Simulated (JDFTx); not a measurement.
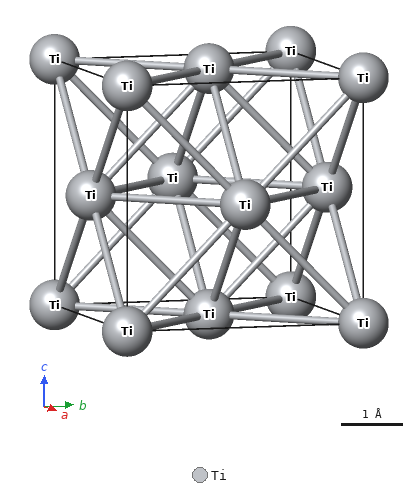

*The structure as given in the input (ball-and-stick view of the cell 4 times as large as that of the calculation, set on its symmetry axes, seen slightly off an axis). An atom can appear more than once, as a periodic image.*

Near neighbours in the periodic cell (some may lie outside the picture): Ti has 12 Ti at 2.87 Å.

Geometry relaxation of Ti (part 1 of 2)

System: Ti (1 atom in the cell).
Method: Kohn-Sham DFT of a periodic cell, r2SCAN, SG15-PBE-1.2, no spin polarisation (JDFTx 1.7.0 (patched build)).

The structure derives from an entry of the Crystallography Open Database.

**Input file**
```
lattice \
    0.0000000000     3.8361440330     3.8361440330 \
    3.8361440330     0.0000000000     3.8361440330 \
    3.8361440330     3.8361440330     0.0000000000
coords-type Lattice
ion Ti     0.0000000000     0.0000000000     0.0000000000 1

ion-species pseudo/Ti.upf
elec-cutoff 40
elec-ex-corr mgga-x-r2scan mgga-c-r2scan
kpoint-folding 6 6 6
elec-smearing Fermi 0.0018374661
elec-n-bands 11
electronic-SCF nIterations 100 energyDiffThreshold 1e-09
electronic-minimize nIterations 30 energyDiffThreshold 1e-7
forces-output-coords Cartesian
lattice-minimize nIterations 40 energyDiffThreshold 1e-6

dump-name run.$VAR
dump End Ecomponents EigStats BandEigs Kpoints Forces Stress
```

Command:
```bash
jdftx -c 1 -i Ti.in -o Ti.out
```

**Output**
```
*************** JDFTx 1.7.0 (patched build) ***************

Input parsed successfully to the following command list (including defaults):
[... the input with its defaults ...]

---------- Setting up symmetries ----------

Found 48 point-group symmetries of the bravais lattice
Found 48 space-group symmetries with basis
Applied RMS atom displacement 0 bohrs to make symmetries exact.

---------- Initializing the Grid ----------
R =
[            0      3.83614      3.83614  ]
[      3.83614            0      3.83614  ]
[      3.83614      3.83614            0  ]
unit cell volume = 112.905
G =
[  -0.818945   0.818945   0.818945  ]
[   0.818945  -0.818945   0.818945  ]
[   0.818945   0.818945  -0.818945  ]
Minimum fftbox size, Smin = [  32  32  32  ]
Chosen fftbox size, S = [  32  32  32  ]

---------- Exchange Correlation functional ----------
Initialized LibXC exchange functional 'Re-regularized SCAN exchange by Furness et al'
Initialized LibXC correlation functional 'Re-regularized SCAN correlation by Furness et al'

---------- Setting up pseudopotentials ----------
Width of ionic core gaussian charges (only for fluid interactions / plotting) set to 0

Reading pseudopotential file 'pseudo/Ti.upf':
  'Ti' pseudopotential, 'PBE' functional
  Generated using ONCVPSP code by D. R. Hamann
  12 valence electrons, 0 orbitals, 6 projectors, 602 radial grid points, with lMax = 2
  Core radius for overlap checks: 2.07 bohrs.

Initialized 1 species with 1 total atoms.

Folded 1 k-points by 6x6x6 to 216 k-points.

---------- Setting up k-points, bands, fillings ----------
Reduced to 16 k-points under symmetry.
Computing the number of bands and number of electrons
Calculating initial fillings.
nElectrons:  12.000000   nBands: 11   nStates: 16

----- Setting up reduced wavefunction bases (one per k-point) -----
average nbasis = 1364.431 , ideal nbasis = 1364.265

---------- Setting up ewald sum ----------
Optimum gaussian width for ewald sums = 1.955677 bohr.
Real space sum over 2197 unit cells with max indices [  6  6  6  ]
Reciprocal space sum over 2197 terms with max indices [  6  6  6  ]

---------- Allocating electronic variables ----------
Initializing wave functions:  (No orbitals for LCAO)  bandwidth-limited random numbers

--------- Lattice Minimization ---------

Setting the auxilliary hamiltonian equal to the subspace hamiltonian.

-------- Electronic minimization -----------
Will mix electronic and kinetic density at each iteration.
	FillingsUpdate:  mu: +1.068275781  nElectrons: 12.000000
	FillingsUpdate:  mu: -0.480344926  nElectrons: 12.000000
SCF: Cycle:  0   F: -54.726529905880739   dF: -1.691e+01   |Residual|: 8.021e+00   |deigs|: 1.955e+00
	FillingsUpdate:  mu: -0.252529332  nElectrons: 12.000000
SCF: Cycle:  1   F: -54.787070180153400   dF: -6.054e-02   |Residual|: 7.640e+00   |deigs|: 5.896e-01
	FillingsUpdate:  mu: +0.680891778  nElectrons: 12.000000
SCF: Cycle:  2   F: -57.130467616822372   dF: -2.343e+00   |Residual|: 5.119e+00   |deigs|: 1.242e+00
	FillingsUpdate:  mu: +0.566900988  nElectrons: 12.000000
SCF: Cycle:  3   F: -57.631181223734842   dF: -5.007e-01   |Residual|: 2.226e+00   |deigs|: 2.623e-01
	FillingsUpdate:  mu: +0.517959195  nElectrons: 12.000000
SCF: Cycle:  4   F: -57.694538353542228   dF: -6.336e-02   |Residual|: 6.480e-01   |deigs|: 8.748e-02
	FillingsUpdate:  mu: +0.513032333  nElectrons: 12.000000
SCF: Cycle:  5   F: -57.696440437171574   dF: -1.902e-03   |Residual|: 6.795e-02   |deigs|: 1.071e-02
	FillingsUpdate:  mu: +0.510946265  nElectrons: 12.000000
SCF: Cycle:  6   F: -57.695832021360694   dF: +6.084e-04   |Residual|: 1.143e-01   |deigs|: 4.131e-03
	FillingsUpdate:  mu: +0.519368544  nElectrons: 12.000000
SCF: Cycle:  7   F: -57.696692906725055   dF: -8.609e-04   |Residual|: 4.312e-02   |deigs|: 1.523e-02
	FillingsUpdate:  mu: +0.518015783  nElectrons: 12.000000
SCF: Cycle:  8   F: -57.696757558947027   dF: -6.465e-05   |Residual|: 1.947e-02   |deigs|: 2.402e-03
	FillingsUpdate:  mu: +0.517273656  nElectrons: 12.000000
SCF: Cycle:  9   F: -57.696771346302391   dF: -1.379e-05   |Residual|: 3.851e-03   |deigs|: 1.244e-03
	FillingsUpdate:  mu: +0.517297898  nElectrons: 12.000000
SCF: Cycle: 10   F: -57.696771725524179   dF: -3.792e-07   |Residual|: 1.967e-03   |deigs|: 3.400e-05
	FillingsUpdate:  mu: +0.517205538  nElectrons: 12.000000
SCF: Cycle: 11   F: -57.696772046200792   dF: -3.207e-07   |Residual|: 4.677e-04   |deigs|: 1.568e-04
	FillingsUpdate:  mu: +0.517205663  nElectrons: 12.000000
SCF: Cycle: 12   F: -57.696772060899434   dF: -1.470e-08   |Residual|: 6.620e-04   |deigs|: 1.320e-05
	FillingsUpdate:  mu: +0.517217163  nElectrons: 12.000000
SCF: Cycle: 13   F: -57.696772067730414   dF: -6.831e-09   |Residual|: 4.301e-04   |deigs|: 2.255e-05
	FillingsUpdate:  mu: +0.517224944  nElectrons: 12.000000
SCF: Cycle: 14   F: -57.696772071405235   dF: -3.675e-09   |Residual|: 1.811e-04   |deigs|: 1.797e-05
	FillingsUpdate:  mu: +0.517227481  nElectrons: 12.000000
SCF: Cycle: 15   F: -57.696772072135261   dF: -7.300e-10   |Residual|: 8.743e-05   |deigs|: 9.138e-06
	FillingsUpdate:  mu: +0.517229430  nElectrons: 12.000000
SCF: Cycle: 16   F: -57.696772072417296   dF: -2.820e-10   |Residual|: 2.480e-05   |deigs|: 7.791e-06
SCF: Converged (|Delta E|<1.000000e-09 for 2 iters).

Setting wave functions to eigenvectors of Hamiltonian
# Lattice vectors:
R =
[            0      3.83614      3.83614  ]
[      3.83614            0      3.83614  ]
[      3.83614      3.83614            0  ]
unit cell volume = 112.905

# Strain tensor in Cartesian coordinates:
[            0            0            0  ]
[            0            0            0  ]
[            0            0            0  ]

# Stress tensor in Cartesian coordinates [Eh/a0^3]:
[ -0.000175328            0            0  ]
[            0 -0.000175328            0  ]
[            0            0 -0.000175328  ]

# Ionic positions in lattice coordinates:
ion Ti   0.000000000000000   0.000000000000000   0.000000000000000 1

# Forces in Cartesian coordinates:
force Ti  -0.000000000000000   0.000000000000000   0.000000000000000 1

# Energy components:
   Eewald =      -43.0262871383947854
       EH =       11.2877919773591824
     Eloc =      -35.1349000443710295
      Enl =       -5.4639400676397667
      Exc =       -7.1612950527454426
       KE =       21.8024264438605684
-------------------------------------
     Etot =      -57.6962038819312824
       TS =        0.0005681904860122
-------------------------------------
        F =      -57.6967720724172963

LatticeMinimize: Iter:   0  F: -57.696772072417296  |grad|_K:  7.094e-03

-------- Electronic minimization -----------
Will mix electronic and kinetic density at each iteration.
	FillingsUpdate:  mu: +0.517229430  nElectrons: 12.000000
	FillingsUpdate:  mu: +0.514767428  nElectrons: 12.000000
SCF: Cycle:  0   F: -57.696792734841651   dF: -2.214e-05   |Residual|: 3.136e-02   |deigs|: 2.664e-05
	FillingsUpdate:  mu: +0.515594978  nElectrons: 12.000000
SCF: Cycle:  1   F: -57.696818993719283   dF: -2.626e-05   |Residual|: 9.230e-03   |deigs|: 1.599e-03
	FillingsUpdate:  mu: +0.515785323  nElectrons: 12.000000
SCF: Cycle:  2   F: -57.696820621854542   dF: -1.628e-06   |Residual|: 7.874e-04   |deigs|: 4.235e-04
	FillingsUpdate:  mu: +0.515735419  nElectrons: 12.000000
SCF: Cycle:  3   F: -57.696820777321896   dF: -1.555e-07   |Residual|: 3.391e-04   |deigs|: 7.693e-05
	FillingsUpdate:  mu: +0.515711665  nElectrons: 12.000000
SCF: Cycle:  4   F: -57.696820805842421   dF: -2.852e-08   |Residual|: 1.499e-04   |deigs|: 3.044e-05
	FillingsUpdate:  mu: +0.515712209  nElectrons: 12.000000
SCF: Cycle:  5   F: -57.696820815373322   dF: -9.531e-09   |Residual|: 1.242e-04   |deigs|: 8.941e-07
	FillingsUpdate:  mu: +0.515708494  nElectrons: 12.000000
SCF: Cycle:  6   F: -57.696820817110876   dF: -1.738e-09   |Residual|: 2.111e-05   |deigs|: 7.619e-06
	FillingsUpdate:  mu: +0.515707964  nElectrons: 12.000000
SCF: Cycle:  7   F: -57.696820817508460   dF: -3.976e-10   |Residual|: 9.713e-06   |deigs|: 1.077e-06
	FillingsUpdate:  mu: +0.515707716  nElectrons: 12.000000
SCF: Cycle:  8   F: -57.696820817586392   dF: -7.793e-11   |Residual|: 8.190e-06   |deigs|: 2.445e-06
SCF: Converged (|Delta E|<1.000000e-09 for 2 iters).

Setting wave functions to eigenvectors of Hamiltonian
LatticeMinimize: 	Wolfe criterion not satisfied: alpha: 1  (E-E0)/|gdotd0|: -0.968624  gdotd/gdotd0: 0.937594 (taking cubic step)

-------- Electronic minimization -----------
Will mix electronic and kinetic density at each iteration.
	FillingsUpdate:  mu: +0.515707716  nElectrons: 12.000000
	FillingsUpdate:  mu: +0.510782318  nElectrons: 12.000000
SCF: Cycle:  0   F: -57.696795056899944   dF: -8.725e-05   |Residual|: 6.287e-02   |deigs|: 2.344e-05
	FillingsUpdate:  mu: +0.512451795  nElectrons: 12.000000
SCF: Cycle:  1   F: -57.696903407274085   dF: -1.084e-04   |Residual|: 1.717e-02   |deigs|: 3.216e-03
	FillingsUpdate:  mu: +0.512807786  nElectrons: 12.000000
SCF: Cycle:  2   F: -57.696908096100849   dF: -4.689e-06   |Residual|: 2.142e-03   |deigs|: 7.897e-04
	FillingsUpdate:  mu: +0.512711448  nElectrons: 12.000000
SCF: Cycle:  3   F: -57.696908570228409   dF: -4.741e-07   |Residual|: 5.282e-04   |deigs|: 1.275e-04
	FillingsUpdate:  mu: +0.512692160  nElectrons: 12.000000
SCF: Cycle:  4   F: -57.696908625166444   dF: -5.494e-08   |Residual|: 3.901e-04   |deigs|: 2.354e-05
	FillingsUpdate:  mu: +0.512672499  nElectrons: 12.000000
SCF: Cycle:  5   F: -57.696908642301580   dF: -1.714e-08   |Residual|: 6.875e-05   |deigs|: 3.567e-05
	FillingsUpdate:  mu: +0.512677370  nElectrons: 12.000000
SCF: Cycle:  6   F: -57.696908646353052   dF: -4.051e-09   |Residual|: 8.785e-05   |deigs|: 8.775e-06
	FillingsUpdate:  mu: +0.512675775  nElectrons: 12.000000
SCF: Cycle:  7   F: -57.696908647471169   dF: -1.118e-09   |Residual|: 4.679e-05   |deigs|: 3.172e-06
	FillingsUpdate:  mu: +0.512674526  nElectrons: 12.000000
SCF: Cycle:  8   F: -57.696908647696581   dF: -2.254e-10   |Residual|: 2.086e-05   |deigs|: 2.262e-06
	FillingsUpdate:  mu: +0.512673627  nElectrons: 12.000000
SCF: Cycle:  9   F: -57.696908647763138   dF: -6.656e-11   |Residual|: 3.767e-06   |deigs|: 1.576e-06
SCF: Converged (|Delta E|<1.000000e-09 for 2 iters).

Setting wave functions to eigenvectors of Hamiltonian
# Lattice vectors:
R =
[            0       3.8459       3.8459  ]
[       3.8459            0       3.8459  ]
[       3.8459       3.8459            0  ]
unit cell volume = 113.769

# Strain tensor in Cartesian coordinates:
[   0.00254364            0            0  ]
[            0   0.00254364            0  ]
[            0            0   0.00254364  ]

# Stress tensor in Cartesian coordinates [Eh/a0^3]:
[ -0.000140893            0            0  ]
[            0 -0.000140893            0  ]
[            0            0 -0.000140893  ]

# Ionic positions in lattice coordinates:
ion Ti   0.000000000000000   0.000000000000000   0.000000000000000 1

# Forces in Cartesian coordinates:
force Ti  -0.000000000000000   0.000000000000000  -0.000000000000000 1

# Energy components:
   Eewald =      -42.9171213870119246
       EH =       11.3367648838797521
     Eloc =      -35.2876037983368391
      Enl =       -5.4630093570324787
      Exc =       -7.1580851521874980
       KE =       21.7927144611030386
-------------------------------------
     Etot =      -57.6963403495859453
       TS =        0.0005682981771908
-------------------------------------
        F =      -57.6969086477631379

LatticeMinimize: Iter:   1  F: -57.696908647763138  |grad|_K:  5.744e-03  alpha:  3.000e+00  linmin: -1.000e+00
```
